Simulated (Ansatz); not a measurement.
## C: a changed input and its effect

System: C (4 atoms in the cell).
Method of the first run: DFT PBE+D3(BJ), scalar-relativistic, plane waves, PAW, no spin polarisation (Ansatz 0.2.0).

The structure derives from an entry of the Crystallography Open Database. Text and figures count atoms from 1; the logs count them from 0 in places.

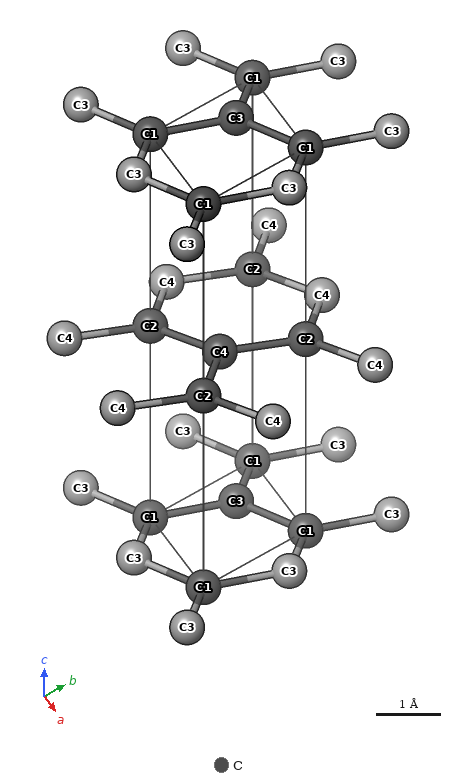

**Figure 1.** The input geometry (ball-and-stick view of the cell of the calculation, seen at an oblique angle; neighbours outside the cell are drawn fainter; atoms are numbered from 1 in the order of the input). An atom can appear more than once, as a periodic image.

## Input, the first run
```yaml
crystal:
  lattice:
    - [2.4699988104, 0.0, 0.0]
    - [-1.2349994052, 2.1390817171, 0.0]
    - [0.0, 0.0, 6.79]
  atoms:
    - { symbol: C, position: [0.0, 0.0, 0.0] }
    - { symbol: C, position: [0.0, 0.0, 0.5] }
    - { symbol: C, position: [0.3333333333, 0.6666666667, 0.005] }
    - { symbol: C, position: [0.6666666667, 0.3333333333, 0.505] }
basis:
  ecutwfc: 420
kpoints:
  mp_grid: { grid: [12, 12, 4] }
hamiltonian:
  xc: pbe
  dispersion: d3bj
scf:
  occupations: { method: gaussian, width: 0.1 }
output:
  forces: true
  stress: true
  eigenvalues: true
```

Command:
```bash
ansatz run input.yaml --threads 4 --pin off --max-ram 10240MiB --backend cpu --events-out ev --progress --plain --runs-dir out
```

Hardware: 4 threads of Intel Xeon @ 2.90GHz (Ice Lake), 64 GiB of memory available, shared host.

## Output, shortened to warnings, some set-up lines, iterations and results (the first run)
```
Basis set: ecut = 420 eV, 665 PW (Γ), exchange–correlation on 36×36×96 points (8 copies of the dense FFT grid, shifted against one another)
Symmetry: 12 space group operations
k-points: 57 of 576 (time reversal used)
Initial density: superposition of atomic densities (neutral atoms: chi_scale 0, normalization atom), corrected by the library's trained network
[...]
SCF iter   1: F=—  HF=-1004.313076 eV  |F-HF|=—  |Δ(HF+E_count)|=         —  Δρ=2.66e-3  dr2=2.21e-3  ethr=1.77e-3  ⟨swp⟩=5.3  Hψ=3695  notcnv=0
SCF iter   2: F=—  HF=-1004.313531 eV  |F-HF|=—  |Δ(HF+E_count)|=   4.55e-4  Δρ=1.61e-3  dr2=9.94e-4  ethr=1.38e-5  ⟨swp⟩=1.8  Hψ=1395  notcnv=0
SCF iter   3: F=—  HF=-1004.313451 eV  |F-HF|=—  |Δ(HF+E_count)|=   8.05e-5  Δρ=2.82e-4  dr2=1.10e-5  ethr=6.21e-6  ⟨swp⟩=2.1  Hψ=1136  notcnv=0
SCF iter   4: F=—  HF=-1004.313481 eV  |F-HF|=—  |Δ(HF+E_count)|=   2.99e-5  Δρ=3.84e-5  dr2=5.53e-7  ethr=6.88e-8  ⟨swp⟩=2.4  Hψ=1096  notcnv=0
SCF iter   5: F=-1004.313481 eV  HF=-1004.313481 eV  |F-HF|=8.97e-9  |Δ(HF+E_count)|=   9.58e-8  Δρ=1.13e-5  dr2=2.33e-8  ethr=3.46e-9  ⟨swp⟩=2.4  Hψ=1135  notcnv=0
SCF iter   6: F=-1004.313481 eV  HF=-1004.313481 eV  |F-HF|=3.37e-10  |Δ(HF+E_count)|=   2.69e-9  Δρ=2.03e-6  dr2=5.85e-10  ethr=1.46e-10  ⟨swp⟩=2.3  Hψ=2525  notcnv=0
SCF 1 converged in 6 iterations: F = -1004.313481 eV  dr2 = 5.85e-10
SCF converged after 6 iterations
Free energy (F): -1004.313481 eV
Harris-Foulkes:  -1004.313481 eV  (|F-HF|=3.37e-10)
Internal energy: -1004.311539 eV  (E = F + TS)
E sigma→0 (E₀):  -1004.312510 eV
Entropy (-TS):   -0.001942 eV (-0.485 meV/atom)
Fermi energy:    6.798086 eV
--- Per-component energies (eV) ---
  E_band       = -36.701099
  E_kinetic    = 362.960992
  E_local      = -621.308508  (includes V_loc(G=0)·N_el)
  E_nonlocal   = 109.039493
  E_hartree    = 188.632618
  E_xc         = -191.855039
  E_vxc        = -237.539899  (∫ρ·V_xc dr)
  E_paw        = -397.297951  (= ΣΔE_a)
  E_vpaw       = -27.118228  (= ΣTr[D̂ρ^β])
  E_aug_tail   = 0.000029  (compensation charges beyond the density's cutoff)
  E_ewald      = -453.866923
  E_disp       = -0.616250  (pairwise vdW)
  E_smearing   = -0.001942  (= −TS)
  E_closure    = 0.000000  (closes the sum)
  Σ components = -1004.313481   (vs F -1004.313481, Δ=0.00e0)
--- Forces (eV/Å), atoms counted from 1 ---
  atom   1  C      0.00000000    -0.00000000     0.56820159
  atom   2  C     -0.00000000     0.00000000     0.56820159
  atom   3  C      0.00000000     0.00000000    -0.56823288
  atom   4  C      0.00000000    -0.00000000    -0.56823288
  max |Σ_I F_I| component: 6.26e-5 eV/Å
--- Stress (GPa, compression-positive) ---
       -2.551907       0.000000       0.000000
        0.000000      -2.551907       0.000000
        0.000000      -0.000000      -0.455243
  P = ⅓ Tr σ = -1.8530 GPa (-18.530 kbar)
```

For the second run the input was changed thus:
```diff
-    - [2.4699988104, 0.0, 0.0]
-    - [-1.2349994052, 2.1390817171, 0.0]
-    - [0.0, 0.0, 6.79]
+    - [2.4649796647, 0.0, 0.0]
+    - [-1.2324898324, 2.1347350095, 0.0]
+    - [0.0, 0.0, 6.7384325217]
-    - { symbol: C, position: [0.0, 0.0, 0.0] }
-    - { symbol: C, position: [0.0, 0.0, 0.5] }
-    - { symbol: C, position: [0.3333333333, 0.6666666667, 0.005] }
-    - { symbol: C, position: [0.6666666667, 0.3333333333, 0.505] }
+    - { symbol: C, position: [0.0, 0.0, 0.0025000174] }
+    - { symbol: C, position: [0.0, 0.0, 0.5025000174] }
+    - { symbol: C, position: [0.3333333333, 0.6666666667, 0.0024999826] }
+    - { symbol: C, position: [0.6666666667, 0.3333333333, 0.5024999826] }
+  precision: f64
-  mp_grid: { grid: [12, 12, 4] }
+  mp_grid: { grid: [18, 18, 6] }
+  eigensolver: { kind: davidson }
```

What does this change do to the results?

With the same functional and potentials, the second run lies 6.5 meV per atom lower (other lines of the input change too). The pressure goes from −1.85 to 0.00 GPa. The largest force goes from 0.568 to 0.000 eV/Å. The volume per atom goes from 8.97 to 8.86 Å³. The number of SCF iterations is the same. The irreducible k-points go from 57 to 148.

## Output, shortened to warnings, some set-up lines, iterations and results (the second run)
```
Basis set: ecut = 420 eV, 665 PW (Γ), exchange–correlation on 36×36×96 points (8 copies of the dense FFT grid, shifted against one another)
Symmetry: 24 space group operations
k-points: 148 of 1944
Initial density: superposition of atomic densities (neutral atoms: chi_scale 0, normalization atom), corrected by the library's trained network
[...]
SCF iter   1: F=—  HF=-1004.338968 eV  |F-HF|=—  |Δ(HF+E_count)|=         —  Δρ=2.58e-3  dr2=2.01e-3  ethr=1.77e-3  ⟨swp⟩=8.7  Hψ=9125  notcnv=0
SCF iter   2: F=—  HF=-1004.339408 eV  |F-HF|=—  |Δ(HF+E_count)|=   4.39e-4  Δρ=1.58e-3  dr2=9.01e-4  ethr=1.26e-5  ⟨swp⟩=3.0  Hψ=3362  notcnv=0  defer=6
SCF iter   3: F=—  HF=-1004.339392 eV  |F-HF|=—  |Δ(HF+E_count)|=   1.52e-5  Δρ=3.40e-4  dr2=1.92e-5  ethr=1.18e-7  ⟨swp⟩=2.4  Hψ=7246  notcnv=0  defer=4
SCF iter   4: F=—  HF=-1004.339425 eV  |F-HF|=—  |Δ(HF+E_count)|=   3.29e-5  Δρ=6.62e-5  dr2=8.05e-7  ethr=1.18e-7  ⟨swp⟩=3.0  Hψ=3286  notcnv=0  defer=3
SCF iter   5: F=-1004.339425 eV  HF=-1004.339425 eV  |F-HF|=4.07e-8  |Δ(HF+E_count)|=   1.23e-7  Δρ=2.11e-5  dr2=8.21e-8  ethr=5.03e-9  ⟨swp⟩=3.0  Hψ=3319  notcnv=0  defer=2
SCF iter   6: F=-1004.339425 eV  HF=-1004.339425 eV  |F-HF|=8.35e-10  |Δ(HF+E_count)|=   1.78e-8  Δρ=3.55e-6  dr2=2.07e-9  ethr=5.13e-10  ⟨swp⟩=3.0  Hψ=3281  notcnv=0  defer=4
SCF 1 converged in 6 iterations: F = -1004.339425 eV  dr2 = 2.07e-9
  Residual-converged pass: ⟨swp⟩=3.0  Hψ=3778  notcnv=0  max |occ|·‖R‖ = 6.6e-6 eV (tolerance 6.7e-6 eV)  dr2=2.69e-9  dr2_onsite=5.76e-11  max |Δocc| = 1.2e-10
SCF converged after 6 iterations
Free energy (F): -1004.339425 eV
Harris-Foulkes:  -1004.339425 eV  (|F-HF|=8.35e-10)
Internal energy: -1004.338621 eV  (E = F + TS)
E sigma→0 (E₀):  -1004.339023 eV
Entropy (-TS):   -0.000804 eV (-0.201 meV/atom)
Fermi energy:    6.929957 eV
--- Per-component energies (eV) ---
  E_band       = -35.063746
  E_kinetic    = 363.779358
  E_local      = -615.440587  (includes V_loc(G=0)·N_el)
  E_nonlocal   = 109.223114
  E_hartree    = 186.212362
  E_xc         = -192.076155
  E_vxc        = -237.830102  (∫ρ·V_xc dr)
  E_paw        = -397.380855  (= ΣΔE_a)
  E_vpaw       = -27.219857  (= ΣTr[D̂ρ^β])
  E_aug_tail   = 0.000030  (compensation charges beyond the density's cutoff)
  E_ewald      = -458.033579
  E_disp       = -0.622309  (pairwise vdW)
  E_smearing   = -0.000804  (= −TS)
  E_closure    = 0.000000  (closes the sum)
  Σ components = -1004.339425   (vs F -1004.339425, Δ=0.00e0)
--- Forces (eV/Å), atoms counted from 1 ---
  atom   1  C     -0.00000000     0.00000000     0.00000000
  atom   2  C      0.00000000    -0.00000000     0.00000000
  atom   3  C      0.00000000    -0.00000000     0.00000000
  atom   4  C      0.00000000     0.00000000     0.00000000
  max |Σ_I F_I| component: 7.40e-17 eV/Å
--- Stress (GPa, compression-positive) ---
       -0.003360      -0.000000       0.000000
       -0.000000      -0.003360       0.000000
        0.000000       0.000000      -0.007909
  P = ⅓ Tr σ = -0.0049 GPa (-0.049 kbar)
```

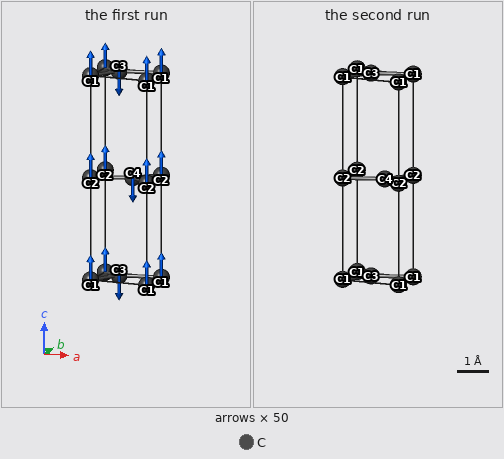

**Figure 2.** The two input geometries at one scale (ball-and-stick view of the cell of the calculation, seen slightly off an axis). The blue arrows on the first give the shifts of the atoms relative to the cell, with their mean removed, magnified 50 times. The largest moves relative to the cell, 0.017 Å, are those of C1, C2, C3 and C4. (The mean shift of all atoms is removed.) Cell: a = b 2.470 → 2.465 Å (−0.2 %), c 6.790 → 6.738 Å (−0.8 %). Volume −1.2 %.

## The two runs side by side

```tsv
quantity	the first run	the second run
outcome	converged	converged
free energy per atom (eV)	−251.0784	−251.0849
energy per atom, smearing taken to zero (eV)	−251.0781	−251.0848
gap on the mesh (eV)	0.00	0.00
pressure (GPa)	−1.85	0.00
volume per atom (Å³)	8.97	8.86
largest force (eV/Å)	0.568	0.000
SCF iterations	6	6
irreducible k-points	57	148
plane waves at Γ	665	665
wall time (shared host)	0.58 s	1.2 s
```
